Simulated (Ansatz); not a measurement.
The calculation's input:

```
crystal:
  lattice:
    - [3.8070959837, 0.0, 0.0]
    - [-1.9035479918, 3.2970418365, 0.0]
    - [0.0, 0.0, 4.6743531214]
  atoms:
    - { symbol: Na, position: [0.3333333333, 0.6666666667, 0.25] }
    - { symbol: Na, position: [0.6666666667, 0.3333333333, 0.75] }
    - { symbol: H, position: [0.3333333333, 0.6666666667, 0.75] }
    - { symbol: H, position: [0.6666666667, 0.3333333333, 0.25] }
basis:
  ecutwfc: 420
kpoints:
  mp_grid: { grid: [6, 6, 6] }
hamiltonian:
  xc: pbe
scf:
  occupations: { method: gaussian, width: 0.02 }
output:
  forces: true
  stress: true
  eigenvalues: true
  write_density: true
  write_potential: true
  elf: true
  volumetric_format: npy
relax:
  adjacent_minimum: "off"
  f_tol: 0.01
  max_steps: 30
  cell: { stress_tol: 0.1, fix: [volume] }
```

Command:

```sh
ansatz run input.yaml --threads 1 --pin off --max-ram 3072MiB --backend cpu --events-out ev --progress --plain --runs-dir out
```

Below, planes, directions and counts refer to the conventional cell (a = 3.81 Å, b = 3.81 Å, c = 4.67 Å, α = 90.00°, β = 90.00°, γ = 120.00°).

The fields are those of the relaxed geometry.

Space group P6₃/mmc; a structure generated by program, which may or may not match a known phase; changed on purpose from its base cell (volume × 0.88, shape and atoms relaxed); computed pressure about 3 GPa in this cell.

Level of theory: DFT PBE, scalar-relativistic, plane waves, PAW in Ansatz.

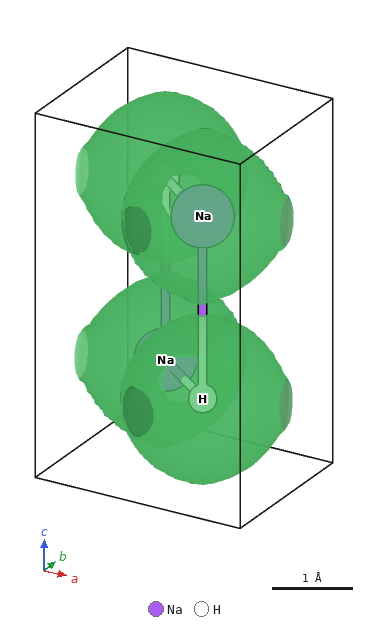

NaH. Isosurface of the valence pseudo-density at 0.1 e/Å³ (green), seen slightly off an axis. Sticks mark near contacts.

What does this surface tell about the bonding?

At this value the density is joined into sheets; it holds about 90 % of the electrons treated as valence (semicore included). It bridges the shortest Na–H (2.20 Å) contacts, where the density stays above the isovalue. It is pinched off along the shortest Na–H (2.34 Å) contacts. On the grid the lowest density along these lines, outside the cores, is 0.12 e/Å³ (Na–H, 2.20 Å) and 0.09 e/Å³ (Na–H, 2.34 Å).
